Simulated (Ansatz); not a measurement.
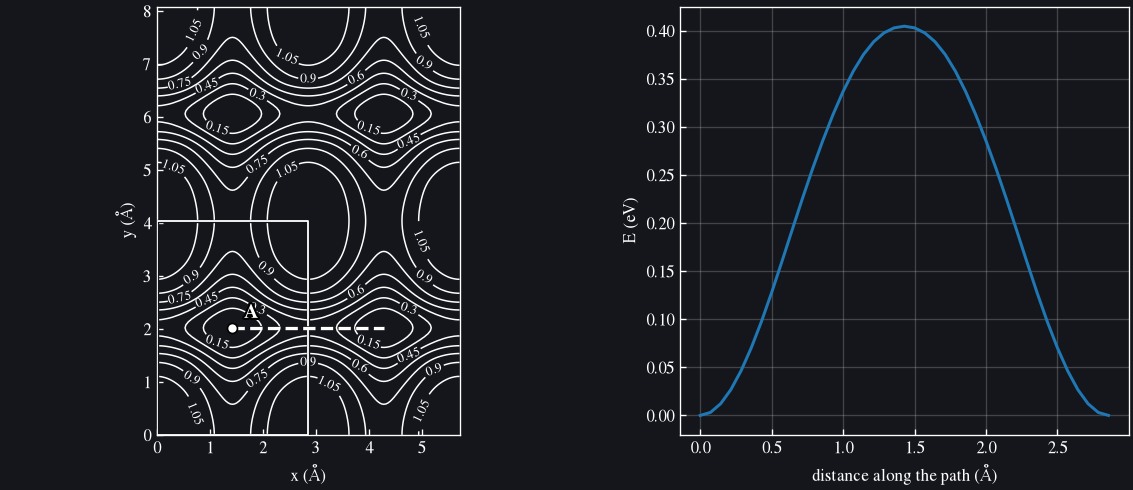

Al on an Al(110) slab cut from the Fm-3m phase, its upper half relaxed before the scan (16 atoms of substrate and one adsorbate in a 2 × 2 cell). Al is moved over the surface cell; relaxed at each place: the height of the adsorbate's atoms; substrate rigid; the origin of the map has the adsorbate above Al13. Places are given modulo a cell vector. The map is drawn in real space over the plane of the surface. Grid: 6 × 6 points; 16 points were computed and 20 follow by symmetry. Places are given in fractions of the 1 × 1 surface cell. All energies are given in eV relative to the lowest grid point. Method: DFT PBE, scalar-relativistic, plane waves, PAW in Ansatz 0.2.0. Settings: cutoff 420 eV, k-mesh 5×4×1, gaussian smearing 0.1 eV, no spin polarisation.

Drawn: contour lines labelled in eV (none above 1.05), a line along the lowest path, the outline of one cell of the 2 × 2 shown, the energy along the path at the right, the start A. Between grid points the surface is interpolated.

Q: Describe the path and its barrier.

A: The easiest path leads from the well at a fourfold hollow over a second-layer Al atom, (3/6, 3/6) of the cell vectors to its copy one period on. Its highest point lies about 0.4 eV above the bottom of the first well on the interpolated surface, at the trough between two rows of top atoms, (0/6, 3/6) of the cell vectors. This is the barrier on the constrained surface; relaxing the other coordinates would change it. Long-range motion along the hardest cell direction needs about 0.81 eV, so the motion is anisotropic.

PAW datasets: the set soft_1.
